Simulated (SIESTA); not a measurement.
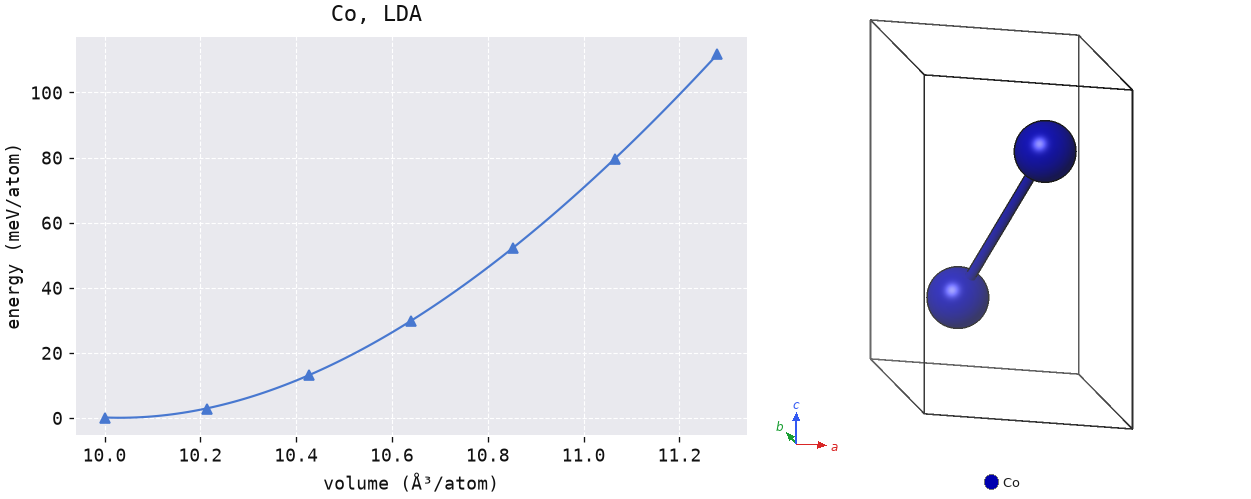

Figure. Energy against volume for Co, space group P6_3/mmc (No. 194). The conventional cell is drawn beside the plot.

A third-order Birch–Murnaghan fit gives V0 = 10.03 Å³/atom, B0 = 292 GPa and B′ = 5.0. The energy rises from 0 meV/atom at volume 10.00 Å³/atom to 112 meV/atom at 11.28 Å³/atom.

Computed with SIESTA 5.4.2: DFT in numerical atomic orbitals with pseudopotentials, collinear spins; energies at scaled volumes of the given cell, shape and fractions fixed, counted from the fit's minimum, third-order Birch-Murnaghan fit. Level: LDA, collinear spin.

```tsv
setting	value
k mesh	9×9×5
occupations	Fermi–Dirac
smearing width	0.05 eV
potentials	PseudoDojo 0.4 standard, converted to PSML, two zetas on semicore shells
program settings	basis DZP, mesh cutoff 800 Ry
```

Cell as given: a = 2.472 Å, b = 2.472 Å, c = 4.021 Å, α = 90.00°, β = 90.00°, γ = 120.00°; 2 atoms.

Note: the fit and the printed pressures don't fully agree, or the minimum lies near the end of the range; mulliken charges of long orbitals; short basis over semicore shells; shape and atomic fractions are frozen while scaling, which makes layered, chain and framework solids too stiff.
